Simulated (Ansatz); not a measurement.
The Ansatz input:

```
crystal:
  lattice:
    - [2.9631826002, 0.0, 0.0]
    - [0.0, 2.9631826002, 0.0]
    - [0.0, 0.0, 2.9631826002]
  atoms:
    - { symbol: Zn, position: [0.5, 0.5, 0.5] }
    - { symbol: Cu, position: [0.0, 0.0, 0.0] }
basis:
  ecutwfc: 420
kpoints:
  mp_grid: { grid: [14, 14, 14] }
  band_path:
    path:
      - [[0.0, 0.0, 0.0], [0.0, 0.5, 0.0], [0.5, 0.5, 0.0], [0.0, 0.0, 0.0], [0.5, 0.5, 0.5], [0.0, 0.5, 0.0]]
      - [[0.5, 0.5, 0.5], [0.5, 0.5, 0.0]]
    npoints: 14
hamiltonian:
  xc: pbe
scf:
  occupations: { method: gaussian, width: 0.1 }
  n_extra_bands: 6
output:
  forces: true
  stress: true
  eigenvalues: true
  populations: true
  dos: { projected: true, de: 0.02, nscf_kmesh: { grid: [21, 21, 21] } }
  bader: true
  write_density: true
  write_potential: true
  elf: true
  volumetric_format: npy
```

Run as:
```bash
ansatz run input.yaml --threads 1 --pin off --max-ram 2560MiB --backend cpu --events-out ev --progress --plain --runs-dir out
```

What will the band structure and density of states look like? The path is Γ–X–M–Γ–R–X|R–M.

A metal: 2 bands cross the Fermi level along this path. Bands cross the Fermi level on Γ–X, M–Γ, Γ–R, R–X and R–M, and not on X–M. At M the nearest levels lie 1.87 eV below and 1.69 eV above the Fermi level. The density of states at the Fermi level is about 0.51 per eV and cell (mean within 0.25 eV), or 0.25 per atom.

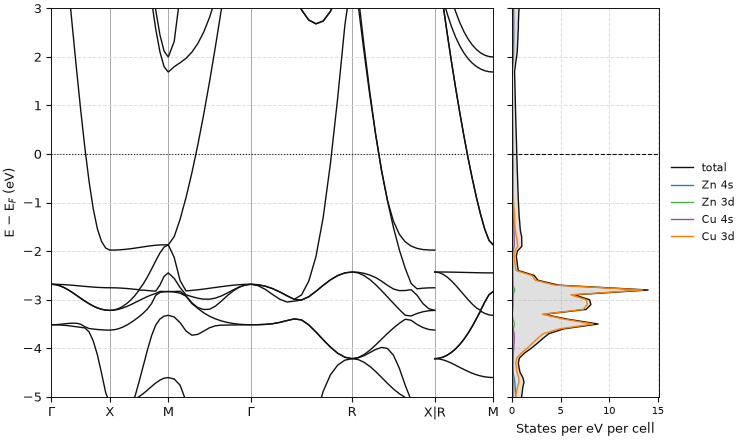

Band structure and density of states. Energies are counted from the Fermi level. The partial curves are projected on Löwdin-orthogonalised atomic shells; they sum to less than the total at higher energies, where shells without a projector contribute.
